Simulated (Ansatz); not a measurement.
Here is a crystal structure:

```
Cd S
1.0
     5.88591    0.00000    0.00000
     0.00000    5.88591    0.00000
     0.00000    0.00000    5.88591
Cd S
4 4
Direct
  0.00000 0.00000 0.00000
  0.00000 0.50000 0.50000
  0.50000 0.00000 0.50000
  0.50000 0.50000 0.00000
  0.25000 0.25000 0.75000
  0.25000 0.75000 0.25000
  0.75000 0.25000 0.25000
  0.75000 0.75000 0.75000
```

Work out the structure from the coordinates.

Answer. Formula: CdS. The atoms follow space group F-43m (No. 216); the Bravais lattice is face-centred cubic. In terms of structure types, this is zinc blende (sphalerite type). Cell content 4 Cd, 4 S; Z = 4. Each Cd atom is coordinated by four S in a tetrahedral arrangement at 2.55 Å. Around each S lie four Cd in a tetrahedral arrangement at 2.55 Å. The bonds build a three-dimensional framework.

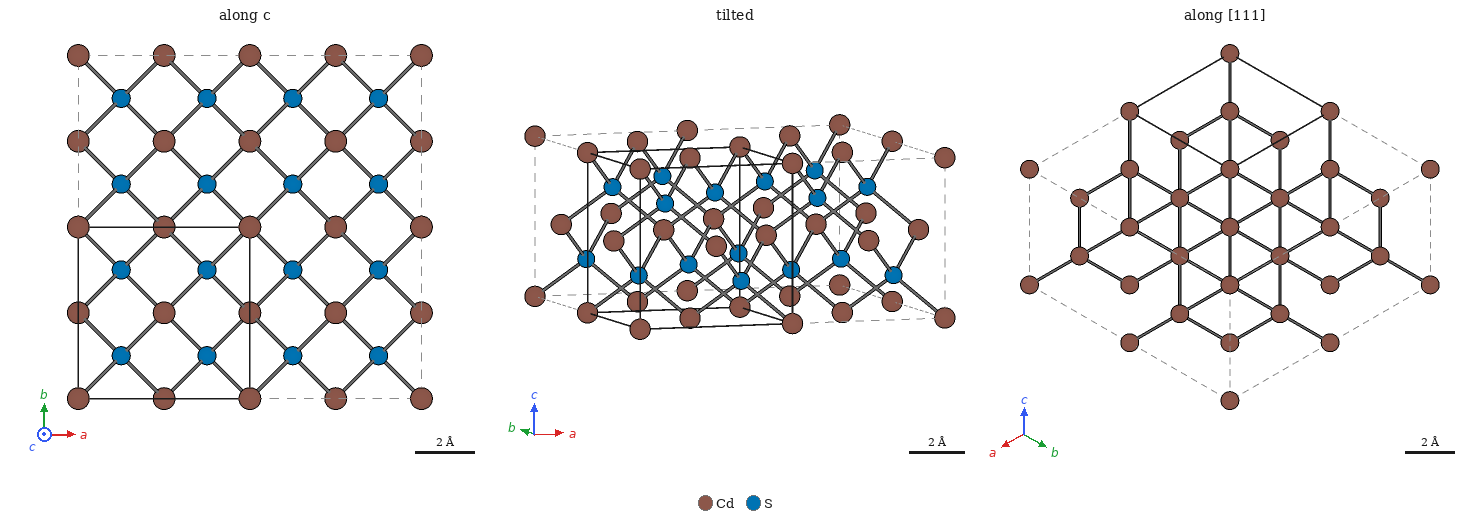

The crystal in a ball-and-stick representation, seen along the c axis, slightly off an axis and along [111]. A block of 2×2×1 cells is shown, with one conventional unit cell in solid outline.

Starting structure: a structure listed in the Materials Project. Earlier steps of the study may have refined or changed the cell and positions. It was run through Ansatz as a DFT input.
